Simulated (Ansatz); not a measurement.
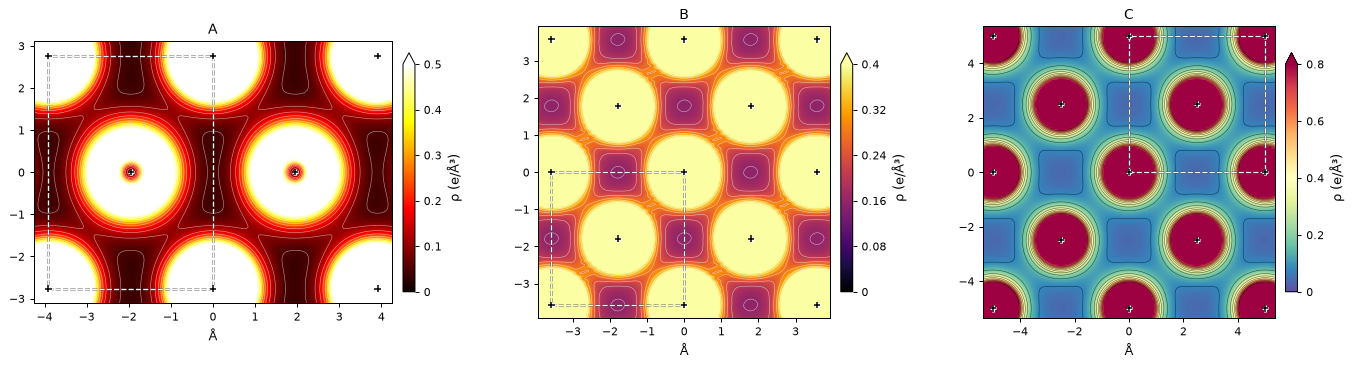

The valence pseudo-density of 3 systems, each on a plane through atoms (crosses mark nuclei in the plane).

These are results of Ansatz 0.2.0, DFT, r2SCAN, PAW with Ansatz's default frozen-core files, scalar-relativistic; relaxation of cell and atoms, not measurements.

System 1: Pb, the (100) plane of the conventional cell. Space group Fm-3m.

System 2: TlBr, the (101) plane of the conventional cell. Space group Pm-3m.

System 3: Cu, the (100) plane of the conventional cell. Space group Fm-3m; computed without spin polarisation.

**Which map belongs to which system?**

Panel A is system 2, TlBr: the plane holds Tl and Br. Tl–Br (3.38 Å): ρ at the midpoint is about 0.1 e/Å³. Panel B is system 3, Cu: the plane holds Cu. Cu–Cu (2.53 Å): the density is about 0.27 e/Å³ at the midpoint. Panel C is system 1, Pb: the plane holds Pb. Pb–Pb (3.54 Å): ρ is about 0.11 e/Å³ halfway.
